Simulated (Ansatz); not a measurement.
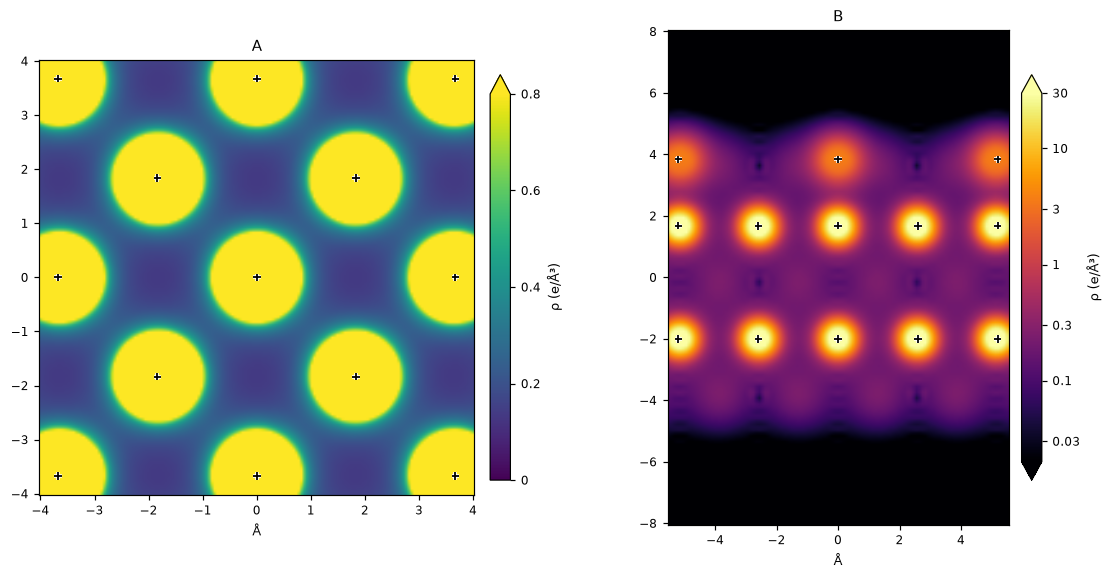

The valence pseudo-density of 2 systems, each on a plane through atoms (crosses mark nuclei in the plane).

Method: DFT RPBE, scalar-relativistic, plane waves, PAW (Ansatz).

System 1: Cu₁₀N (slab), the (110) plane of the calculation cell, a cut from vacuum to vacuum. Computed without spin polarisation.

```yaml
crystal:
  lattice:
    - [3.67322, 0.00000, 0.00000]
    - [0.00000, 3.67322, 0.00000]
    - [0.00000, 0.00000, 26.34645]
  atoms:
    - { symbol: Cu, position: [0.00000, 0.50000, 0.32262] }
    - { symbol: Cu, position: [0.50000, 0.00000, 0.32262] }
    - { symbol: Cu, position: [0.50000, 0.50000, 0.39233] }
    - { symbol: Cu, position: [0.00000, 0.00000, 0.39233] }
    - { symbol: Cu, position: [0.00000, 0.50000, 0.46228] }
    - { symbol: Cu, position: [0.50000, 0.00000, 0.46228] }
    - { symbol: Cu, position: [0.50000, 0.50000, 0.53228] }
    - { symbol: Cu, position: [0.00000, 0.00000, 0.53193] }
    - { symbol: Cu, position: [0.00000, 0.50000, 0.60743] }
    - { symbol: Cu, position: [0.50000, 0.00000, 0.60743] }
    - { symbol: N, position: [0.50000, 0.50000, 0.61440] }
```

System 2: Cu, the (010) plane of the conventional cell. Space group Fm-3m; computed without spin polarisation.

```yaml
crystal:
  lattice:
    - [3.67322, 0.00000, 0.00000]
    - [0.00000, 3.67322, 0.00000]
    - [0.00000, 0.00000, 3.67322]
  atoms:
    - { symbol: Cu, position: [0.00000, 0.00000, 0.00000] }
    - { symbol: Cu, position: [0.50000, 0.50000, 0.00000] }
    - { symbol: Cu, position: [0.50000, 0.00000, 0.50000] }
    - { symbol: Cu, position: [0.00000, 0.50000, 0.50000] }
```

> Which map belongs to which system?

Panel A is system 2, Cu: the plane holds Cu. Cu–Cu (2.60 Å): ρ at the midpoint is about 0.24 e/Å³. Panel B is system 1, Cu₁₀N: the plane holds Cu and N.
